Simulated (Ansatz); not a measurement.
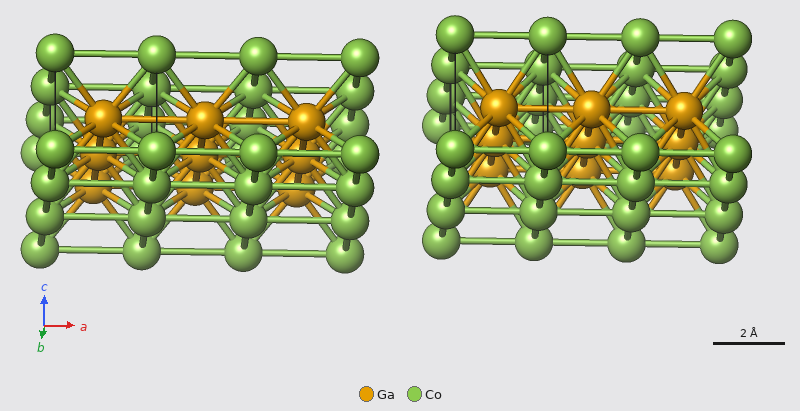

Two geometries of a crystal of GaCo (built on the CuAu (L1_0)_123 type) (coarse preliminary run), drawn at one scale. One is the start of a relaxation, the other its converged end. A ball-and-stick model of the cell of the calculation, repeated 3 × 3 × 1 with one cell outlined, seen from a free direction.

These are results of DFT PBE, scalar-relativistic, plane waves, PAW (Ansatz 0.2.0), not measurements. Set-up: plane-wave cutoff 420 eV; k-point mesh 6 × 6 × 6; occupations gaussian; smearing width 0.1 eV; collinear spin; cell and atoms relaxed; force threshold 0.04 eV/Å; at most 70 steps.

> Which one is relaxed?

The left one is the relaxed one. Case: CuAu (L1_0) type (P4/mmm, No. 123). After 6 accepted moves (9 points after the start) the energy has fallen by 0.170 eV per cell of the calculation. All forces vanish by symmetry, so only the cell relaxes. The pressure goes from 4.45 to −0.11 GPa. The line search rejected the trial step at point 7 of the run. At 2 points the geometry stayed and the basis and grid were re-selected for the new cell (energy shift of 7.0 meV per cell of the calculation at most each time). The atoms keep their places relative to the cell (all moves are under 0.005 Å). The volume changes by +1.2 %, with a = b 2.622 → 2.879 Å (+9.8 %), c 3.437 → 2.887 Å (−16.0 %). Near-neighbour distances that change, for instance: Co–Co 2.622 → 2.879 Å, Ga–Ga 2.622 → 2.879 Å, Co–Ga 2.528 → 2.495 Å. The space group (tolerance 0.01 Å) goes from P4/mmm (No. 123) to Pm-3m (No. 221). The program noted that the starting moments weren't kept. The run may lie on a higher electronic state than the lowest, so the end point isn't shown to be the ground-state structure.

Limits of the set-up: the k-point mesh is coarse for a cell with partly filled bands.
